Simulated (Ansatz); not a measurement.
## What a change does: single-point calculation on Ni

System: Ni (slab, 4 atoms in the cell).
Method of run 1: DFT, PBE, norm-conserving pseudopotentials, Ansatz's default files, scalar-relativistic, spin-polarised (Ansatz 0.2.0).

Text and figures count atoms from 1; the logs count them from 0 in places.

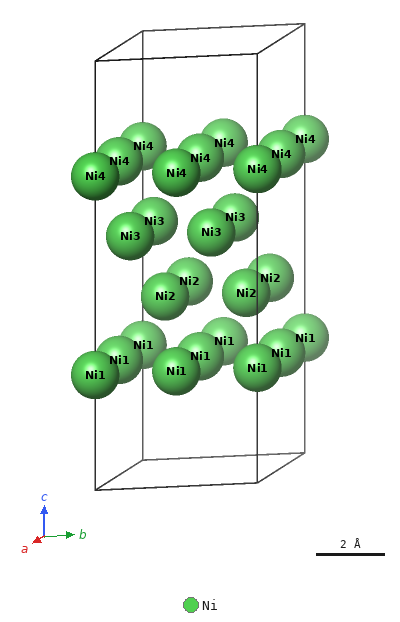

Figure 1. The structure as given in the input (spheres-only view of the 2 × 2 repeat of the cell, with the vacuum cut short, seen slightly off an axis; atoms are numbered from 1 in the order of the input).

## Input, run 1
```yaml
crystal:
  lattice:
    - [2.4880368655, 0.0, 0.0]
    - [-1.2440184327, 2.1547031311, 0.0]
    - [0.0, 0.0, 22.0944]
  atoms:
    - { symbol: Ni, position: [0.0, 0.0, 0.3634997658], spin: 1.0 }
    - { symbol: Ni, position: [0.3333333333, 0.6666666667, 0.4542488213], spin: 1.0 }
    - { symbol: Ni, position: [0.6666666667, 0.3333333333, 0.5457515064], spin: 1.0 }
    - { symbol: Ni, position: [0.0, 0.0, 0.6364999059], spin: 1.0 }
magnetization:
  spin_polarized: true
kpoints:
  mp_grid: { grid: [19, 19, 1] }
scf:
  occupations: { method: fermi_dirac, width: 0.05 }
hamiltonian:
  xc: pbe
  pseudopotentials: { kind: nc }
output:
  forces: true
  stress: true
  eigenvalues: true
efield:
  axis: 3
  amplitude: 0
  dipole_correction: true
```

Launched with:
```bash
ansatz run input.yaml --threads 2 --pin off --max-ram 6144MiB --backend cpu --events-out ev --progress --plain --runs-dir out
```

Hardware: 2 threads of Arm Neoverse V2, 24 GiB of memory available, shared host.

## Output, shortened to warnings, some set-up lines, iterations and results (run 1)
```
Basis set: ecut = 1400 eV, 14133 PW (Γ), exchange–correlation on 64×64×540 points (8 copies of the dense FFT grid, shifted against one another)
Symmetry: 6 space group operations
k-points: 40 of 361 (time reversal used)
Initial density: superposition of atomic densities (neutral atoms: chi_scale 0, normalization atom)
[...]
SCF iter   1: F=—  HF=-18544.411810 eV  |F-HF|=—  |Δ(HF+E_count)|=         —  Δρ=5.14e-2 (↑2.82e-2 ↓5.14e-2)  dr2=1.08e1  dr2_m=9.71e-1  M=2.570 μB ∫|m|=2.759 μB  β_m=0.30  …
SCF iter   2: F=—  HF=-18543.894133 eV  |F-HF|=—  |Δ(HF+E_count)|=   5.18e-1  Δρ=3.62e-2 (↑2.01e-2 ↓3.62e-2)  dr2=6.84e0  dr2_m=4.48e-1  M=2.600 μB ∫|m|=2.836 μB  β_m=0.30  …
SCF iter   3: F=—  HF=-18543.509119 eV  |F-HF|=—  |Δ(HF+E_count)|=   3.85e-1  Δρ=2.01e-2 (↑2.01e-2 ↓1.84e-2)  dr2=1.01e0  dr2_m=1.33e-1  M=2.908 μB ∫|m|=3.199 μB  β_m=0.30  …
SCF iter   4: F=—  HF=-18543.486316 eV  |F-HF|=—  |Δ(HF+E_count)|=   2.28e-2  Δρ=1.62e-2 (↑1.01e-2 ↓1.62e-2)  dr2=1.43e0  dr2_m=1.02e-1  M=2.671 μB ∫|m|=3.000 μB  β_m=0.30  …
SCF iter   5: F=—  HF=-18543.408797 eV  |F-HF|=—  |Δ(HF+E_count)|=   7.75e-2  Δρ=8.89e-3 (↑6.97e-3 ↓8.89e-3)  dr2=2.14e-1  dr2_m=4.96e-2  M=2.698 μB ∫|m|=3.060 μB  β_m=1.00  …
[... 6 lines ...]
SCF iter  12: F=—  HF=-18543.415098 eV  |F-HF|=—  |Δ(HF+E_count)|=   3.98e-5  Δρ=2.10e-4 (↑5.35e-5 ↓2.10e-4)  dr2=1.74e-5  dr2_m=1.68e-5  M=2.712 μB ∫|m|=3.213 μB  β_m=0.97  …
SCF iter  13: F=—  HF=-18543.415723 eV  |F-HF|=—  |Δ(HF+E_count)|=   6.25e-4  Δρ=7.43e-5 (↑1.27e-5 ↓7.43e-5)  dr2=6.48e-6  dr2_m=1.65e-6  M=2.712 μB ∫|m|=3.214 μB  β_m=0.99  …
SCF iter  14: F=—  HF=-18543.415723 eV  |F-HF|=—  |Δ(HF+E_count)|=   5.02e-7  Δρ=1.54e-5 (↑3.80e-6 ↓1.54e-5)  dr2=1.73e-7  dr2_m=7.50e-8  M=2.712 μB ∫|m|=3.214 μB  β_m=0.99  …
SCF iter  15: F=-18543.415723 eV  HF=-18543.415723 eV  |F-HF|=3.86e-9  |Δ(HF+E_count)|=   6.38e-8  Δρ=4.68e-6 (↑1.89e-6 ↓4.68e-6)  dr2=5.30e-9  dr2_m=1.00e-8  M=2.712 μB …
SCF 1 converged in 15 iterations: F = -18543.415723 eV  dr2 = 5.30e-9
SCF converged after 15 iterations
Magnetization: 2.7123 μB (37.3562 up, 34.6438 down)
Absolute magnetization: 3.2140 μB (∫|ρ↑−ρ↓|)
Spin contamination: 0.0523 ħ² per cell (⟨S²⟩ above its minimum at these occupations)
Per-site moments (μB) at R_I (Å): [(0.722319244787179, 1.0174337101268753), (0.7393467167415726, 1.0174337101268753), (0.7393420806823366, 1.0174288499549982), (0.7223158740059485, 1.0174288499549982)]
Free energy (F): -18543.415723 eV
Harris-Foulkes:  -18543.415723 eV  (|F-HF|=3.86e-9)
Internal energy: -18543.358423 eV  (E = F + TS)
E sigma→0 (E₀):  -18543.387073 eV
Entropy (-TS):   -0.057301 eV (-14.325 meV/atom)
Fermi energy:    3.593871 eV
Dipole field:    D = -0.000026 V/Å  (p = -0.000017 e·Å, saw-weighted, corrected)
Work function:   Φ+ = 5.0527 eV   Φ− = 5.0521 eV
Levels:          The Fermi level and band energies are counted from a zero that moves with the ramp; work functions are not
--- Per-component energies (eV) ---
  E_band       = -2181.024684
  E_kinetic    = 9135.070310
  E_local      = -148283.525986  (includes V_loc(G=0)·N_el)
  E_nonlocal   = -4004.523369
  E_hartree    = 71718.248414
  E_xc         = -2374.274437
  E_vxc        = -2464.555882  (∫ρ·V_xc dr)
  E_efield     = 0.000000  (sawtooth field / dipole correction)
  E_vefield    = 0.000000  (∫n·V_field dr)
  E_ewald      = 55265.646645
  E_smearing   = -0.057301  (= −TS)
  E_closure    = 0.000000  (closes the sum)
  Σ components = -18543.415723   (vs F -18543.415723, Δ=0.00e0)
--- Forces (eV/Å), atoms counted from 1 ---
  atom   1  Ni    -0.00000000     0.00000000     0.00022875
  atom   2  Ni     0.00000000     0.00000000    -0.00613324
  atom   3  Ni     0.00000000    -0.00000000     0.00605501
  atom   4  Ni     0.00000000    -0.00000000    -0.00014387
  max |Σ_I F_I| component: 6.65e-6 eV/Å
--- Stress (GPa, compression-positive) ---
       -1.978961       0.000000      -0.000000
       -0.000000      -1.978961       0.000000
       -0.000000       0.000000       0.015815
  P = ⅓ Tr σ = -1.3140 GPa (-13.140 kbar)
```

Run 2 used a changed input.

## The two runs side by side

```csv
quantity,run 1,run 2
outcome,converged,converged
free energy per atom (eV),−4635.8539,−41382.5433
"energy per atom, smearing taken to zero (eV)",−4635.8468,−41382.5364
net moment of the cell (μB),2.71,2.66
absolute moment of the cell (μB),3.21,3.09
largest force (eV/Å),0.006,0.003
SCF iterations,15,17
irreducible k-points,40,40
plane waves at Γ,14133,1577
wall time (shared host),1.9 min,2.1 min
```

What was changed in the input?

The change (lines with − go, lines with + come):
```diff
-  pseudopotentials: { kind: nc }
+  pseudopotentials: { kind: all_electron, datasets: crystal }
```

The total energies belong to different models, so their difference says nothing on which is more stable or more accurate. The net moment of the cell goes from 2.71 to 2.66 μB. The SCF takes 17 iterations against 15. The plane waves at Γ go from 14133 to 1577. The two runs start from different initial densities, which also moves the count.

## Output, shortened to warnings, some set-up lines, iterations and results (run 2)
```
Basis set: ecut = 320 eV, 1577 PW (Γ), exchange–correlation on 30×30×270 points (8 copies of the dense FFT grid, shifted against one another)
Symmetry: 6 space group operations
k-points: 40 of 361 (time reversal used)
Initial density: read from a saved state, or passed on in memory by an earlier SCF of this step, an earlier step, the calling program or the single point that the run made first
[...]
SCF iter   1: F=—  HF=-165530.343135 eV  |F-HF|=—  |Δ(HF+E_count)|=         —  Δρ=9.50e-3 (↑9.50e-3 ↓6.51e-3)  dr2=7.36e-2  dr2_m=3.51e-3  M=2.644 μB ∫|m|=3.062 μB  β_m=1.20  …
SCF iter   2: F=—  HF=-165530.224814 eV  |F-HF|=—  |Δ(HF+E_count)|=   1.18e-1  Δρ=1.42e-2 (↑1.05e-2 ↓1.42e-2)  dr2=4.67e-1  dr2_m=5.93e-3  M=2.729 μB ∫|m|=3.162 μB  β_m=0.31  …
SCF iter   3: F=—  HF=-165530.182717 eV  |F-HF|=—  |Δ(HF+E_count)|=   4.21e-2  Δρ=8.43e-3 (↑6.44e-3 ↓8.43e-3)  dr2=2.37e-1  dr2_m=3.46e-3  M=2.698 μB ∫|m|=3.135 μB  β_m=0.54  …
SCF iter   4: F=—  HF=-165530.175125 eV  |F-HF|=—  |Δ(HF+E_count)|=   7.59e-3  Δρ=5.45e-3 (↑3.19e-3 ↓5.45e-3)  dr2=2.03e-1  dr2_m=2.18e-3  M=2.684 μB ∫|m|=3.124 μB  β_m=0.53  …
SCF iter   5: F=—  HF=-165530.169739 eV  |F-HF|=—  |Δ(HF+E_count)|=   5.39e-3  Δρ=4.48e-3 (↑1.49e-3 ↓4.48e-3)  dr2=2.64e-2  dr2_m=7.02e-3  M=2.664 μB ∫|m|=3.100 μB  β_m=0.46  …
[... 8 lines ...]
SCF iter  14: F=—  HF=-165530.173178 eV  |F-HF|=—  |Δ(HF+E_count)|=   6.89e-8  Δρ=6.33e-6 (↑2.15e-6 ↓6.33e-6)  dr2=1.56e-7  dr2_m=6.06e-9  M=2.659 μB ∫|m|=3.093 μB  β_m=0.85  …
SCF iter  15: F=—  HF=-165530.173178 eV  |F-HF|=—  |Δ(HF+E_count)|=   2.78e-8  Δρ=8.99e-6 (↑3.61e-6 ↓8.99e-6)  dr2=2.65e-7  dr2_m=1.05e-8  M=2.659 μB ∫|m|=3.093 μB  β_m=0.85  …
SCF iter  16: F=—  HF=-165530.173178 eV  |F-HF|=—  |Δ(HF+E_count)|=   1.32e-8  Δρ=5.91e-6 (↑1.53e-6 ↓5.91e-6)  dr2=1.46e-7  dr2_m=5.57e-9  M=2.659 μB ∫|m|=3.093 μB  β_m=0.58  …
SCF iter  17: F=-165530.173178 eV  HF=-165530.173178 eV  |F-HF|=2.32e-8  |Δ(HF+E_count)|=   4.02e-9  Δρ=2.09e-6 (↑7.03e-7 ↓2.09e-6)  dr2=2.06e-8  dr2_m=5.74e-10  M=2.659 μB …
SCF 1 converged in 17 iterations: F = -165530.173178 eV  dr2 = 2.06e-8
  Residual-converged pass: ⟨swp⟩=2.1  Hψ=5193  notcnv=0  max |occ|·‖R‖ = 6.6e-6 eV (tolerance 6.7e-6 eV)  dr2=2.07e-8  dr2_m=5.72e-10  dr2_onsite=1.05e-8  max |Δocc| = 1.8e-11
SCF converged after 17 iterations
Magnetization: 2.6589 μB (37.3294 up, 34.6706 down)
Absolute magnetization: 3.0929 μB (∫|ρ↑−ρ↓|)
Spin contamination: -0.3411 ħ² per cell (⟨S²⟩ above its minimum at these occupations)
Per-site moments (μB) at R_I (Å): [(0.6999546539557179, 1.0174337101268753), (0.7205336871318779, 1.0174337101268753), (0.7205357469976287, 1.0174288499549982), (0.6999603139886543, 1.0174288499549982)]
Free energy (F): -165530.173178 eV
Harris-Foulkes:  -165530.173178 eV  (|F-HF|=2.32e-8)
Internal energy: -165530.117745 eV  (E = F + TS)
E sigma→0 (E₀):  -165530.145462 eV
Entropy (-TS):   -0.055433 eV (-13.858 meV/atom)
Past the cutoff: the bands carry plane waves up to 1.75 times it, of which those up to 1.5 times it add -0.000615 eV an atom, each by itself; the spheres take 0.000309 eV an atom off the energy for waves past 1.75 times it
By the cutoff:   a pressure is off by up to 0.006 GPa (1.2 times the spheres' own share and the shells' term, over an atom's volume, and 0.004 GPa: a bound that held against runs at twice the plane waves)
Past the cutoffs: a stress includes -0.0007 GPa for waves and charges beyond them, in addition to the slope of what the spheres take
In the spheres:  the bands' charges fall short by 1.2e-6 e at most (sound up to 1e-3)
Fermi energy:    3.590883 eV
Dipole field:    D = 0.000024 V/Å  (p = 0.000015 e·Å, saw-weighted, corrected)
Work function:   Φ+ = 5.0584 eV   Φ− = 5.0589 eV
Levels:          The Fermi level and band energies are counted from a zero that moves with the ramp; work functions are not
--- Per-component energies (eV) ---
  E_band       = -2178.467270
  E_kinetic    = 499.255194
  E_local      = -140796.253275  (includes V_loc(G=0)·N_el)
  E_nonlocal   = -3630.016136
  E_hartree    = 70071.108942
  E_xc         = -155.457794
  E_vxc        = -202.658481  (∫ρ·V_xc dr)
  E_paw        = -170687.482507  (= ΣΔE_a)
  E_vpaw       = -22094.125306  (= ΣTr[D̂ρ^β])
  E_efield     = 0.000000  (sawtooth field / dipole correction)
  E_vefield    = -0.000000  (∫n·V_field dr)
  E_ewald      = 55265.646645
  E_smearing   = -0.055433  (= −TS)
  E_closure    = 23903.081187  (closes the sum)
  Σ components = -165530.173178   (vs F -165530.173178, Δ=2.91e-11)
  The terms above E_closure are by the made datasets' own strengths, without shells solved beside the bands.
--- Forces (eV/Å), atoms counted from 1 ---
  atom   1  Ni    -0.00000000     0.00000000    -0.00266083
  atom   2  Ni    -0.00000000     0.00000000     0.00278286
[...]
```
